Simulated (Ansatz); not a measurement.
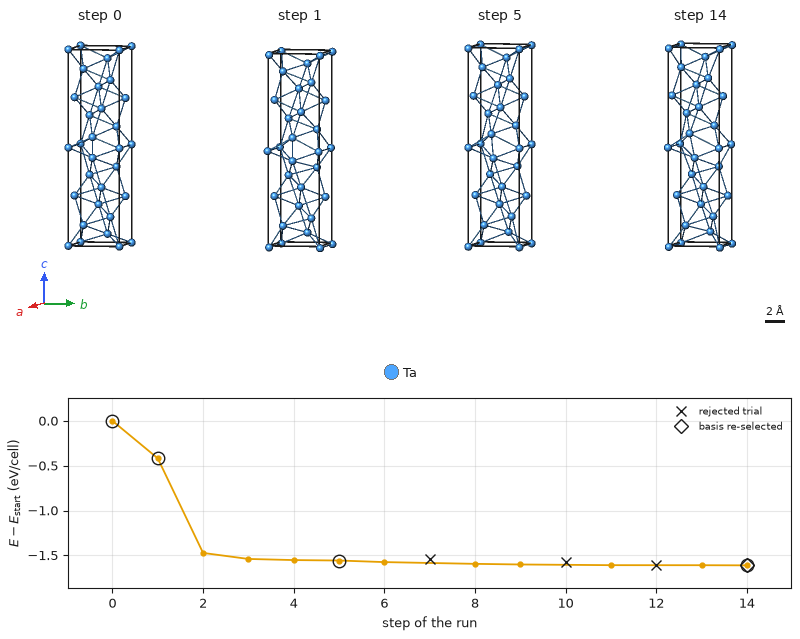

Frames of a relaxation of an interface cell of composition Ta, marked on the history of the run. Style: ball-and-stick. Shown: the cell of the calculation, slightly off an axis.

Case: symmetric tilt boundary Sigma 5 (3 1 0), mirror on a plane, shift [0, 0].

The calculation used Ansatz, DFT PBE, scalar-relativistic, plane waves, PAW.

Input
```yaml
crystal:
  lattice:
    - [3.3187896401, 0.0, 0.0]
    - [-1.6593948201, 5.2474671689, 0.0]
    - [0.0, 0.0, 21.2898686755]
  atoms:
    - { symbol: Ta, position: [0.0, 0.0, 0.0] }
    - { symbol: Ta, position: [0.3, 0.6, 0.0492954395] }
    - { symbol: Ta, position: [0.2, 0.4, 0.1971817581] }
    - { symbol: Ta, position: [0.1, 0.2, 0.3450680767] }
    - { symbol: Ta, position: [0.4, 0.8, 0.3943635162] }
    - { symbol: Ta, position: [0.6, 0.2, 0.098590879] }
    - { symbol: Ta, position: [0.9, 0.8, 0.1478863186] }
    - { symbol: Ta, position: [0.5, 0.0, 0.2464771976] }
    - { symbol: Ta, position: [0.8, 0.6, 0.2957726371] }
    - { symbol: Ta, position: [0.7, 0.4, 0.4436589557] }
    - { symbol: Ta, position: [0.3, 0.6, 0.9436589557] }
    - { symbol: Ta, position: [0.2, 0.4, 0.7957726371] }
    - { symbol: Ta, position: [0.1, 0.2, 0.6478863186] }
    - { symbol: Ta, position: [0.4, 0.8, 0.598590879] }
    - { symbol: Ta, position: [0.6, 0.2, 0.8943635162] }
    - { symbol: Ta, position: [0.9, 0.8, 0.8450680767] }
    - { symbol: Ta, position: [0.5, 0.0, 0.7464771976] }
    - { symbol: Ta, position: [0.8, 0.6, 0.6971817581] }
    - { symbol: Ta, position: [0.7, 0.4, 0.5492954395] }
    - { symbol: Ta, position: [0.0, 0.0, 0.5] }
basis:
  ecutwfc: 420
kpoints:
  mp_grid: { grid: [10, 10, 2] }
hamiltonian:
  xc: pbe
scf:
  occupations: { method: gaussian, width: 0.1 }
output:
  forces: true
  stress: true
  eigenvalues: true
  populations: true
relax:
  adjacent_minimum: "off"
  f_tol: 0.02
  max_steps: 60
  cell: { fix: [a, b, alpha, beta, gamma], stress_tol: 0.1 }
```

Run as
```bash
ansatz run input.yaml --threads 4 --pin off --max-ram 11264MiB --backend cpu --events-out ev --progress --plain --runs-dir out
```

Q: What happens along the run?

A: The energy falls by 1.612 eV per cell of the calculation in 10 accepted moves (14 points after the start). Largest force component: 5.1 eV/Å at the start, 0.0079 eV/Å at the end. Pressure: 1.69 GPa at the start and −0.89 GPa at the end. The line search rejected the trial steps at points 7, 10, 12 of the run. At 1 point the geometry stayed and the basis and grid were re-selected for the new cell (energy shift of 1.5 meV per cell of the calculation at most each time). The largest moves relative to the cell, 0.40 Å, are those of Ta2 and Ta19. Ta2 goes roughly along [1 3 1]. Cell: a unchanged at 3.319 Å, b unchanged at 5.504 Å, c 21.290 → 21.526 Å (+1.1 %). Volume +1.1 %. Some distances before and after: Ta10–Ta19 2.249 → 2.670 Å, Ta19–Ta20 3.319 → 3.703 Å, Ta10–Ta20 3.369 → 3.068 Å, Ta10–Ta20 (another image) 2.932 → 3.160 Å. Cost: 42 min on 4 threads of Arm Neoverse V1, on a shared host, peak memory 3.1 GiB. From step 0 to 1: Ta atoms move most (0.19 Å), volume −2.0 %, energy −0.418 eV per cell of the calculation. From step 1 to 5: Ta atoms move most (0.21 Å), volume +3.0 %, energy −1.140 eV per cell of the calculation. From step 5 to 14: Ta atoms move most (0.20 Å), volume +0.2 %, energy −53.9 meV per cell of the calculation.
